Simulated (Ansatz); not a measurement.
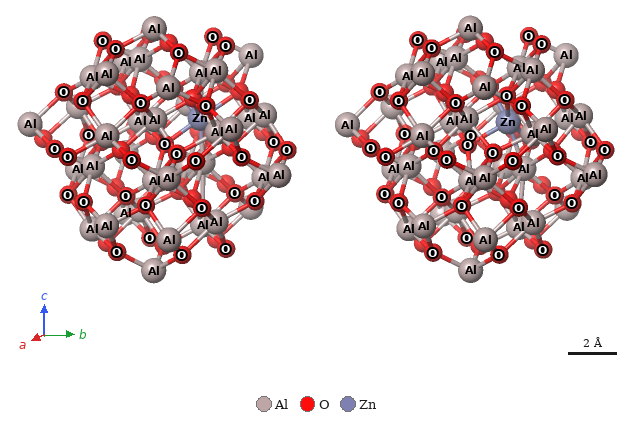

Two geometries of a defect cell of composition Al48O72Zn, drawn at one scale. One is the start of a relaxation, the other its converged end. A ball-and-stick model of the atoms within 5.8 Å of the atom that moves most (axes of the cell of the calculation (origin shifted)), seen slightly off an axis.

Method: DFT, PBEsol, PAW, plane waves (Ansatz 0.2.0). (plane-wave cutoff 420 eV; k-point mesh 1 × 1 × 1; mesh shifted by (0.25, 0.25, 0.25); no spin polarisation; atoms relaxed in a fixed cell; force threshold 0.03 eV/Å; at most 80 steps)

Which geometry has the lower energy?

The right one is the relaxed one. The atom that moves furthest is an O atom (0.57 Å along −b). Largest moves by element: O 0.57 Å, Zn 0.39 Å, Al 0.34 Å. The lattice vectors keep their values. Among the contacts that change: Al–O 1.892 → 2.689 Å, O–Zn 1.984 → 2.435 Å, O–Zn 2.034 → 2.474 Å, O–Zn 2.068 → 2.472 Å. Bonds break, among them: Al–O (1.89 → 2.69 Å). Bond angles that change, for instance: Al–O–Al 131.1° → 156.4°, Al–O–Zn 137.2° → 115.6°, Al–Zn–O 59.9° → 80.9°. Over 11 geometry steps the energy falls by 6.900 eV per cell of the calculation. The largest force component goes from 10 to 0.018 eV/Å. The run took 14 s on 1 × NVIDIA GB200 with 8 threads of Arm Neoverse-V2, peak memory 1.9 GiB.
